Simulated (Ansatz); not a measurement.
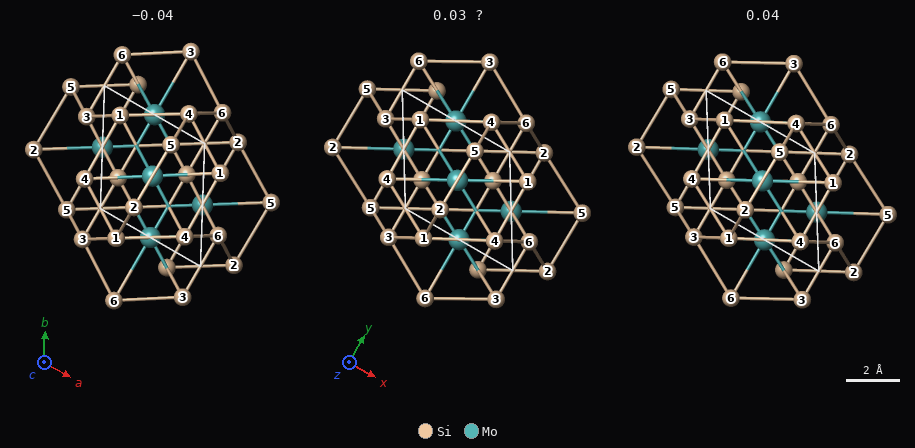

A scan of solid Si2Mo (P6_222): the cell is strained along x and oppositely along y, with the atoms kept at their fractional coordinates. x, y and z are the Cartesian axes of the input. The picture is a ball-and-stick view of the cell of the calculation, seen along the c axis.

Level of theory: Ansatz 0.2.0, DFT PBEsol, scalar-relativistic, plane waves, PAW. (plane-wave cutoff 420 eV; k-point mesh 12 × 12 × 6; occupations gaussian; smearing width 0.15 eV; no spin polarisation). Energies (free energies at the smearing named) are counted from the relaxed crystal.

| strain | ΔE (meV/atom) |
| --- | --- |
| −0.040 | 45.1 |
| −0.030 | 25.6 |
| −0.020 | 11.5 |
| −0.010 | 2.9 |
| 0.000 | 0.0 |
| 0.010 | 3.0 |
| 0.020 | 12.1 |
| 0.030 | ? |
| 0.035 | 37.6 |
| 0.040 | 49.4 |

One row is withheld. What is its energy?

A straight line between the two neighbours gives 29.1 meV/atom. A cubic through the four nearest rows (0.010, 0.020, 0.035, 0.040) gives, with Lagrange weights, (−0.0667)(3.0) + (0.3333)(12.1) + (1.0667)(37.6) + (−0.3333)(49.4) = 27.5 meV/atom. The calculation gives 27.5 meV/atom, so the cubic is right to the digits shown and the straight line 1.6 meV/atom too high, as the curve bends upwards here.

The whole profile:

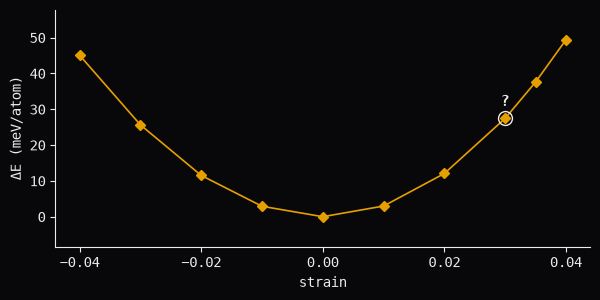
